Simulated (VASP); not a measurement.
# From one sheet to two: 2H-MoS2 monolayer, part 5 of 6

What are the lattice, gap and band positions of 2H-MoS2 monolayer, and what does a second sheet change?

VASP 6.6.1, plane waves and PAW; the level of theory is named at each step.

So far. Step 12 (A rigid stacking): Energy at zero smearing: -33.36054 eV.

**13. Relaxing the bilayer**

Level of this step: optB86b-vdW, no spin polarisation; plane waves and PAW (Mo, S) (VASP).

The lowest stacking relaxes at the monolayer's lattice.

The input, INCAR:

```
SYSTEM = MoS2
PREC = Normal
ENCUT = 350
EDIFF = 1E-07
NELM = 120
ISMEAR = 0
SIGMA = 0.03
LREAL = .FALSE.
ALGO = Fast
GGA = MK
AGGAC = 0
LUSE_VDW = .TRUE.
PARAM1 = 0.1234
PARAM2 = 1
LASPH = .TRUE.
NBANDS = 24
LORBIT = 11
LWAVE = .FALSE.
LCHARG = .FALSE.
KPAR = 4
IBRION = 2
NSW = 70
ISIF = 2
EDIFFG = -0.004
POTIM = 0.8
MAXMIX = 40
IDIPOL = 3
LDIPOL = .TRUE.
DIPOL = 0.5 0.5 0.5
```

The input, POSCAR:

```
MoS2
1.0
    3.1622533470      0.0000000000      0.0000000000
   -1.5811266735      2.7385917316      0.0000000000
    0.0000000000      0.0000000000     26.3863808920
Mo S
2 4
Direct
    0.3333333300      0.6666666700      0.3816967300
    0.6666666700      0.3333333300      0.6183032700
    0.6666666700      0.3333333300      0.3221358800
    0.6666666700      0.3333333300      0.4412575800
    0.3333333300      0.6666666700      0.5587424200
    0.3333333300      0.6666666700      0.6778641200
```

The input, KPOINTS:

```
Automatic mesh
0
Gamma
12 12 1
0 0 0
```

PAW data sets: Mo and S (PBE family, release 64).

Launch:

```
$ mpirun -np 4 vasp_std
```

The log of the run:

```text
[... set-up lines as in an earlier step ...]
 entering main loop
       N       E                     dE             d eps       ncg     rms          rms(c)
[... 5 cycles as in an earlier step ...]
RMM:   6    -0.340113287836E+02    0.24314E+01   -0.15621E+01   952   0.161E+01    0.116E+01
RMM:   7    -0.335024276703E+02    0.50890E+00   -0.34391E+00   919   0.929E+00    0.937E+00
RMM:   8    -0.333842870762E+02    0.11814E+00   -0.13941E+00   915   0.619E+00    0.211E+00
RMM:   9    -0.333790284072E+02    0.52587E-02   -0.23699E-01   943   0.291E+00    0.966E-01
RMM:  10    -0.333783296864E+02    0.69872E-03   -0.61788E-02  1060   0.108E+00    0.402E-01
RMM:  11    -0.333764452893E+02    0.18844E-02   -0.10317E-02   952   0.507E-01    0.201E-01
RMM:  12    -0.333761285549E+02    0.31673E-03   -0.24135E-03  1026   0.241E-01    0.835E-02
RMM:  13    -0.333757894125E+02    0.33914E-03   -0.60026E-04  1096   0.115E-01    0.366E-02
RMM:  14    -0.333757002277E+02    0.89185E-04   -0.15357E-04  1010   0.559E-02    0.176E-02
RMM:  15    -0.333757213591E+02   -0.21131E-04   -0.16180E-04   919   0.575E-02    0.181E-02
RMM:  16    -0.333757850058E+02   -0.63647E-04   -0.46793E-05   931   0.349E-02    0.127E-02
RMM:  17    -0.333758046603E+02   -0.19655E-04   -0.15477E-05  1123   0.142E-02    0.414E-03
RMM:  18    -0.333758168807E+02   -0.12220E-04   -0.10828E-05   952   0.101E-02    0.671E-03
RMM:  19    -0.333758228845E+02   -0.60038E-05   -0.91262E-06   947   0.134E-02    0.377E-03
RMM:  20    -0.333758226048E+02    0.27974E-06   -0.99259E-07   864   0.562E-03    0.237E-03
RMM:  21    -0.333758250648E+02   -0.24600E-05   -0.56118E-07   709   0.361E-03    0.699E-04
RMM:  22    -0.333758259874E+02   -0.92260E-06   -0.44393E-07   647   0.221E-03    0.652E-04
RMM:  23    -0.333758302320E+02   -0.42446E-05   -0.45153E-07   650   0.199E-03    0.552E-04
RMM:  24    -0.333758310033E+02   -0.77126E-06   -0.87841E-08   571   0.134E-03    0.452E-04
RMM:  25    -0.333758318615E+02   -0.85823E-06   -0.10832E-07   498   0.101E-03    0.418E-04
RMM:  26    -0.333758322672E+02   -0.40566E-06   -0.29626E-08   412   0.668E-04    0.405E-04
RMM:  27    -0.333758322188E+02    0.48346E-07   -0.11254E-08   327   0.510E-04
   1 F= -.33375832E+02 E0= -.33375832E+02  d E =-.333758E+02
 curvature:   0.00 expect dE= 0.000E+00 dE for cont linesearch  0.000E+00
 trial: gam= 0.00000 g(F)=  0.553E-03 g(S)=  0.000E+00 ort = 0.000E+00 (trialstep = 0.100E+01)
 search vector abs. value=  0.553E-03
 bond charge predicted
       N       E                     dE             d eps       ncg     rms          rms(c)
DAV:   1    -0.333755919296E+02    0.24034E-03   -0.61169E-02  1200   0.121E+00    0.170E-01
RMM:   2    -0.333760977550E+02   -0.50583E-03   -0.57840E-03   912   0.371E-01    0.104E-01
RMM:   3    -0.333757012303E+02    0.39652E-03   -0.23323E-03   912   0.233E-01    0.542E-02
RMM:   4    -0.333757276705E+02   -0.26440E-04   -0.19702E-04   918   0.848E-02    0.240E-02
RMM:   5    -0.333757663455E+02   -0.38675E-04   -0.13053E-04   920   0.506E-02    0.196E-02
RMM:   6    -0.333757684719E+02   -0.21264E-05   -0.21662E-05   967   0.277E-02    0.120E-02
RMM:   7    -0.333757657999E+02    0.26720E-05   -0.12037E-05   912   0.163E-02    0.818E-03
RMM:   8    -0.333757672867E+02   -0.14868E-05   -0.24386E-06   977   0.785E-03    0.401E-03
RMM:   9    -0.333757682151E+02   -0.92842E-06   -0.13396E-06   902   0.484E-03    0.168E-03
RMM:  10    -0.333757686558E+02   -0.44072E-06   -0.43379E-07   772   0.367E-03    0.105E-03
RMM:  11    -0.333757686751E+02   -0.19248E-07   -0.80401E-08   576   0.144E-03
   2 F= -.33375769E+02 E0= -.33375769E+02  d E =0.635438E-04
[... from here on, the cycles between the ionic steps are left out ...]
   3 F= -.33375954E+02 E0= -.33375954E+02  d E =-.122177E-03
   4 F= -.33375969E+02 E0= -.33375969E+02  d E =-.147534E-04
   5 F= -.33375986E+02 E0= -.33375986E+02  d E =-.320274E-04
   6 F= -.33375986E+02 E0= -.33375986E+02  d E =-.318567E-04
   7 F= -.33376006E+02 E0= -.33376006E+02  d E =-.201019E-04
   8 F= -.33376061E+02 E0= -.33376061E+02  d E =-.742615E-04
   9 F= -.33376143E+02 E0= -.33376143E+02  d E =-.156975E-03
  10 F= -.33376196E+02 E0= -.33376196E+02  d E =-.209545E-03
  11 F= -.33376199E+02 E0= -.33376199E+02  d E =-.365403E-05
  12 F= -.33376211E+02 E0= -.33376211E+02  d E =-.150541E-04
  13 F= -.33376234E+02 E0= -.33376234E+02  d E =-.386401E-04
  14 F= -.33376275E+02 E0= -.33376275E+02  d E =-.788457E-04
  15 F= -.33376333E+02 E0= -.33376333E+02  d E =-.137527E-03
  16 F= -.33376382E+02 E0= -.33376382E+02  d E =-.186028E-03
  17 F= -.33376381E+02 E0= -.33376381E+02  d E =-.185621E-03
  18 F= -.33376410E+02 E0= -.33376410E+02  d E =-.285468E-04
  19 F= -.33376440E+02 E0= -.33376440E+02  d E =-.581334E-04
  20 F= -.33376441E+02 E0= -.33376441E+02  d E =-.592043E-04
  21 F= -.33376441E+02 E0= -.33376441E+02  d E =-.591120E-04
 curvature:  -0.85 expect dE=-0.618E-05 dE for cont linesearch -0.174E-06
 ZBRENT: accuracy reached
 trial: gam=-0.03154 g(F)=  0.724E-05 g(S)=  0.000E+00 ort = 0.131E-04 (trialstep = 0.224E+00)
 search vector abs. value=  0.725E-05
 bond charge predicted
       N       E                     dE             d eps       ncg     rms          rms(c)
DAV:   1    -0.333764415184E+02   -0.92873E-06   -0.42925E-05   960   0.321E-02    0.560E-03
RMM:   2    -0.333764411144E+02    0.40403E-06   -0.30488E-06   919   0.934E-03    0.774E-03
RMM:   3    -0.333764415741E+02   -0.45975E-06   -0.34961E-07   667   0.396E-03    0.341E-03
RMM:   4    -0.333764415519E+02    0.22260E-07   -0.17340E-07   587   0.204E-03
  22 F= -.33376442E+02 E0= -.33376442E+02  d E =-.102119E-05
 trial-energy change:   -0.000001  1 .order   -0.000001   -0.000002   -0.000001
 step:   0.3854(harm=  0.3854)  dis= 0.00018  next Energy=   -33.376442 (dE=-0.132E-05)
 reached required accuracy - stopping structural energy minimisation
```

The job ended after 4.9 min (4 MPI ranks of AMD EPYC 9R45, shared host; peak memory 1.4 GiB).

From OUTCAR (step 13):

```text
   NELECT =      36.0000    total number of electrons

 E-fermi :  -0.3265

 k-point     1 :       0.0000    0.0000    0.0000
  band No.  band energies     occupation
    ...
     14      -2.2601      2.00000
     15      -2.2601      2.00000
     16      -2.1617      2.00000
     17      -1.1351      2.00000
     18      -0.4657      2.00000
     19       1.9663      0.00000
     20       1.9663      0.00000
     21       1.9891      0.00000
     22       1.9891      0.00000
     23       2.1393      0.00000
    ...

Total vdW correction in eV:      5.7372218

  Total        0.0646022      0.0646022     -0.1339132      0.0000000     -0.0000000     -0.0000000
  in kB        0.4529543      0.4529543     -0.9389235      0.0000000     -0.0000000     -0.0000000
  external PRESSURE =      -0.0110050 kB  Pullay stress =       0.0000000 kB

 POSITION                                       TOTAL-FORCE (eV/Angst)
 -----------------------------------------------------------------------------------
     -0.00000      1.82573     10.09609         0.000000      0.000000      0.000288
      1.58113      0.91286     16.29029         0.000000     -0.000000     -0.000288
      1.58113      0.91286      8.52406         0.000000      0.000000      0.001494
      1.58113      0.91286     11.67000        -0.000000      0.000000     -0.003280
     -0.00000      1.82573     14.71639        -0.000000     -0.000000      0.003280
     -0.00000      1.82573     17.86232         0.000000     -0.000000     -0.001494
 -----------------------------------------------------------------------------------
    total drift:                               -0.000000     -0.000000     -0.000000

  FREE ENERGIE OF THE ION-ELECTRON SYSTEM (eV)
  ---------------------------------------------------
  free  energy   TOTEN  =       -33.3764415519 eV

  energy  without entropy=      -33.3764415519  energy(sigma->0) =      -33.37644155

Total vdW correction in eV:      5.7372266

 vacuum level on the upper side and lower side of the slab         4.681         4.681

[... 9 parts as in an earlier step ...]

[... 10 further parts left out ...]
```

CONTCAR:

```
MoS2
   1.00000000000000
     3.1622533470000000    0.0000000000000000    0.0000000000000000
    -1.5811266735000000    2.7385917316000001    0.0000000000000000
     0.0000000000000000    0.0000000000000000   26.3863808919999983
  Mo              S
     2     4
Direct
     0.3333333300000021    0.6666666699999979    0.3826249493569051
     0.6666666699999979    0.3333333300000021    0.6173750506430949
     0.6666666699999979    0.3333333300000021    0.3230476349736263
     0.6666666699999979    0.3333333300000021    0.4422734416484929
     0.3333333300000021    0.6666666699999979    0.5577265583515073
     0.3333333300000021    0.6666666699999979    0.6769523650263736
```

Step by step:

```tsv
step	energy less that of the first step (eV)	largest force (eV/Å)
1	0.0000	0.0543
2	0.0001	0.0823
3	-0.0001	0.0239
4	-0.0001	0.0276
5	-0.0002	0.0101
6	-0.0002	0.0115
7	-0.0002	0.0111
8	-0.0002	0.0117
9	-0.0003	0.0221
10	-0.0004	0.0477
11	-0.0004	0.0471
12	-0.0004	0.0464
13	-0.0004	0.0444
14	-0.0004	0.0416
15	-0.0005	0.0359
16	-0.0005	0.0298
17	-0.0005	0.0318
18	-0.0006	0.0240
19	-0.0006	0.0071
20	-0.0006	0.0057
21	-0.0006	0.0057
22	-0.0006	0.0033
```

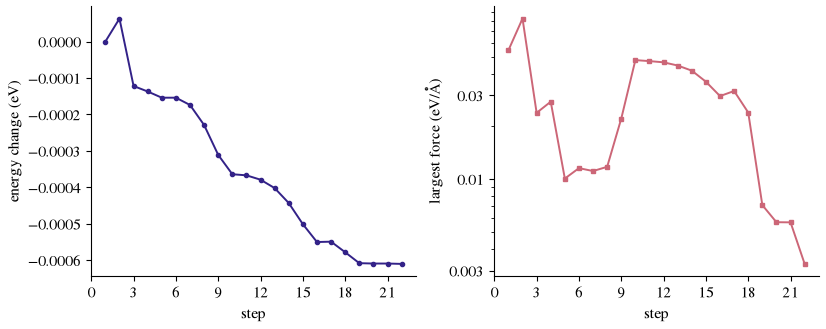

Energy and largest force along the relaxation.

The atoms that moved most (Å):

```tsv
atom	dx	dy	dz	length
S4	0.000	0.000	0.027	0.027
S5	0.000	0.000	-0.027	0.027
Mo1	0.000	0.000	0.024	0.024
Mo2	0.000	0.000	-0.024	0.024
S6	0.000	0.000	-0.024	0.024
S3	0.000	0.000	0.024	0.024
```

The relaxed structure:

```xyz
6
Lattice="3.1623 0.0000 0.0000 -1.5811 2.7386 0.0000 0.0000 0.0000 26.3864" Properties=species:S:1:pos:R:3
Mo    0.0000    1.8257   10.0961
Mo    1.5811    0.9129   16.2903
S     1.5811    0.9129    8.5241
S     1.5811    0.9129   11.6700
S     0.0000    1.8257   14.7164
S     0.0000    1.8257   17.8623
```

Numbers from this step:

```yaml
electronic_cycles: 203
free_energy_toten: -33.38 eV
fermi_energy: -0.3265 eV
dipole_moment: 0, 0, 0 e·Å
gap_on_the_k_mesh: 1.302 eV
least_direct_gap_on_the_k_mesh: 1.722 eV
```

The run ended after 22 ionic steps, 0.001 eV below its first step, once the forces on the free atoms met EDIFFG = -0.004.

**14. Levels and bands of the bilayer**

The same static run as for one sheet shows what the neighbour does to the levels.

Changes to INCAR since step 13:

```diff
@@ -3,3 +3,3 @@
 ENCUT = 350
-EDIFF = 1E-07
+EDIFF = 1E-06
 NELM = 120
@@ -20,8 +20,2 @@
 KPAR = 4
-IBRION = 2
-NSW = 70
-ISIF = 2
-EDIFFG = -0.004
-POTIM = 0.8
-MAXMIX = 40
 IDIPOL = 3
@@ -29 +23,4 @@
 DIPOL = 0.5 0.5 0.5
+LVHAR = .TRUE.
+LVACPOTAV = .TRUE.
+NEDOS = 1500
```

The input, POSCAR:

```
MoS2
1.0
    3.1622533470      0.0000000000      0.0000000000
   -1.5811266735      2.7385917316      0.0000000000
    0.0000000000      0.0000000000     26.3863808920
Mo S
2 4
Direct
    0.3333333300      0.6666666700      0.3826249494
    0.6666666700      0.3333333300      0.6173750506
    0.6666666700      0.3333333300      0.3230476350
    0.6666666700      0.3333333300      0.4422734416
    0.3333333300      0.6666666700      0.5577265584
    0.3333333300      0.6666666700      0.6769523650
```

KPOINTS is that of step 13.

The input, KPOINTS_OPT:

```
Line mode
14
Line-mode
Reciprocal
  0.00000000   0.00000000   0.00000000 GAMMA
  0.50000000   0.00000000   0.00000000 M

  0.50000000   0.00000000   0.00000000 M
  0.33333333   0.33333333   0.00000000 K

  0.33333333   0.33333333   0.00000000 K
  0.00000000   0.00000000   0.00000000 GAMMA
```

Launch:

```
$ mpirun -np 4 vasp_std
```

The log of the run:

```text
[... set-up lines as in an earlier step ...]
 entering main loop
       N       E                     dE             d eps       ncg     rms          rms(c)
DAV:   1     0.226081726685E+03    0.22608E+03   -0.11768E+04   912   0.885E+02
DAV:   2    -0.133542683354E+02   -0.23944E+03   -0.23237E+03  1344   0.215E+02
DAV:   3    -0.357400555804E+02   -0.22386E+02   -0.22156E+02  1192   0.745E+01
DAV:   4    -0.364269362596E+02   -0.68688E+00   -0.68357E+00  1272   0.142E+01
DAV:   5    -0.364447133486E+02   -0.17777E-01   -0.17756E-01  1168   0.232E+00    0.353E+01
RMM:   6    -0.340107559962E+02    0.24340E+01   -0.15603E+01   967   0.161E+01    0.116E+01
RMM:   7    -0.335013795351E+02    0.50938E+00   -0.34453E+00   921   0.931E+00    0.935E+00
RMM:   8    -0.333842986457E+02    0.11708E+00   -0.14090E+00   964   0.621E+00    0.213E+00
RMM:   9    -0.333796646382E+02    0.46340E-02   -0.24856E-01  1080   0.293E+00    0.977E-01
RMM:  10    -0.333789768436E+02    0.68779E-03   -0.62582E-02  1239   0.108E+00    0.411E-01
RMM:  11    -0.333770751777E+02    0.19017E-02   -0.10466E-02  1146   0.506E-01    0.199E-01
RMM:  12    -0.333767591537E+02    0.31602E-03   -0.24397E-03  1252   0.242E-01    0.835E-02
RMM:  13    -0.333764444046E+02    0.31475E-03   -0.56329E-04  1320   0.112E-01    0.408E-02
RMM:  14    -0.333763304453E+02    0.11396E-03   -0.16551E-04  1197   0.570E-02    0.165E-02
RMM:  15    -0.333763206635E+02    0.97818E-05   -0.13274E-04  1130   0.526E-02    0.130E-02
RMM:  16    -0.333763878062E+02   -0.67143E-04   -0.83511E-05  1204   0.369E-02    0.210E-02
RMM:  17    -0.333763929878E+02   -0.51816E-05   -0.12814E-05  1121   0.157E-02    0.900E-03
RMM:  18    -0.333764101089E+02   -0.17121E-04   -0.10726E-05   987   0.119E-02    0.758E-03
RMM:  19    -0.333764173793E+02   -0.72704E-05   -0.62139E-06  1013   0.111E-02    0.164E-03
RMM:  20    -0.333764239221E+02   -0.65428E-05   -0.25285E-06   781   0.706E-03    0.264E-03
RMM:  21    -0.333764301368E+02   -0.62148E-05   -0.82336E-07   715   0.488E-03    0.118E-03
RMM:  22    -0.333764336521E+02   -0.35152E-05   -0.80921E-07   698   0.391E-03    0.956E-04
RMM:  23    -0.333764383883E+02   -0.47362E-05   -0.37652E-07   634   0.316E-03    0.486E-04
RMM:  24    -0.333764401514E+02   -0.17631E-05   -0.20142E-07   507   0.188E-03    0.458E-04
RMM:  25    -0.333764409130E+02   -0.76158E-06   -0.99491E-08   426   0.156E-03
 [... a notice as in an earlier step ...]

   1 F= -.33376441E+02 E0= -.33376441E+02  d E =-.460732E-12
 Start KPOINTS_OPT (optional k-point list driver)
k-point batch [1-19\42]
       N       E                     dE             ncg
DAV:   1     0.757346268714E+03   -0.11741E+05      912
DAV:   2    -0.354937431545E+04   -0.43067E+04     1320
DAV:   3    -0.395453026573E+04   -0.40516E+03     1232
DAV:   4    -0.396640587769E+04   -0.11876E+02     1264
DAV:   5    -0.396680668269E+04   -0.40080E+00     1280
DAV:   6    -0.396681854929E+04   -0.11867E-01     1344
DAV:   7    -0.396681903572E+04   -0.48643E-03     1336
DAV:   8    -0.396681904581E+04   -0.10087E-04     1064
DAV:   9    -0.396681904632E+04   -0.51223E-06      848
[...]
k-point batch [39-42\42]
       N       E                     dE             ncg
DAV:   1     0.143132233872E+05   -0.45232E+02      192
DAV:   2     0.134787569201E+05   -0.83447E+03      272
DAV:   3     0.133953911316E+05   -0.83366E+02      232
DAV:   4     0.133901901554E+05   -0.52010E+01      312
DAV:   5     0.133901102213E+05   -0.79934E-01      256
DAV:   6     0.133901066961E+05   -0.35252E-02      320
DAV:   7     0.133901066369E+05   -0.59151E-04      264
DAV:   8     0.133901066335E+05   -0.34080E-05      280
DAV:   9     0.133901066334E+05   -0.14018E-06      176
```

Elapsed: 35 s, on 4 MPI ranks; peak memory 1.5 GiB.

(Part 5 of 6 ends here.)

[Lines on the potential files, build, host, timing and source positions are cut from VASP's logs without a mark.]

[Logs are printed without paths, hosts, clocks, repeated set-up lines and the standing remarks that a program may print on its own settings, such as how far it seeks lower states.]

[Hosts, paths, dates, database ids (printed as entryN), source tags and the programs' standing remarks are cut or masked in the printed files.]

[Runs that stopped without an error message from VASP are left out.]
